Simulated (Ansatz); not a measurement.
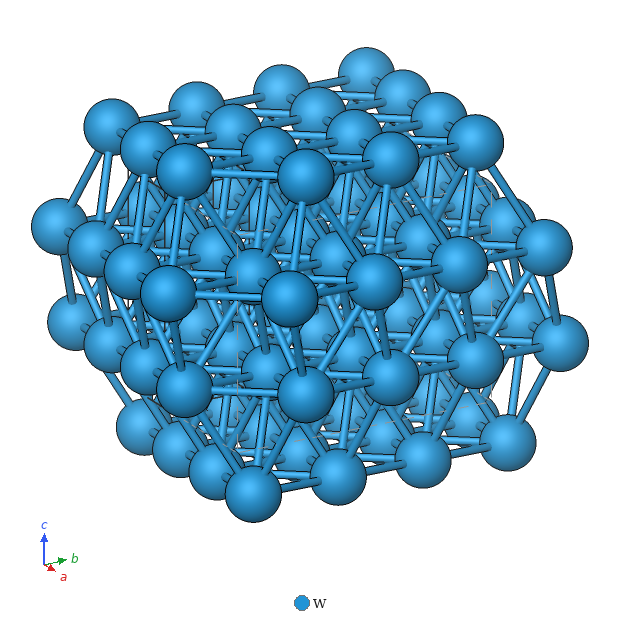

W (space group P6_3/mmc, No. 194). Coordinates: coordinates from a relaxation with Ansatz 0.2.0, DFT, PBE, plane waves (420 eV) with PAW, scalar-relativistic; the starting structure was generated, so it need not be a known form of this composition.

Bonds are taken as W–W below 3.3 Å; no other contact counts. Atoms with one bond or none are removed and atoms with two bonds are replaced by edges, until no such atom is left.

Question: What kind of net remains, and which atoms are its nodes?

Answer: A uninodal 12-connected, three-periodic net: W is a 12-connected node.

Question: Which named net is it?

Answer: It is the hcp net, known from hexagonal close packing.

Question: Is the net interpenetrated?

Answer: It is a single net, without interpenetration.

Question: Give the point symbol of each node (shortest cycle at each angle).

Answer: W: 3^24.4^33.5^9.

Question: How many nodes does the smallest cycle have?

Answer: Three.

The simplified net, drawn on the atoms' positions. Nodes are coloured by element. Short stubs are edges that leave the cut-out.

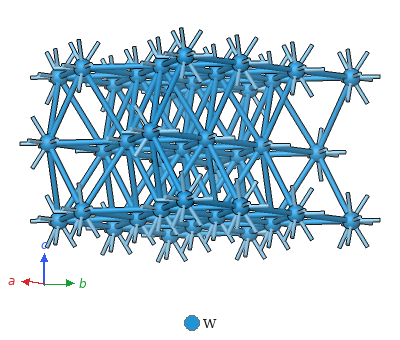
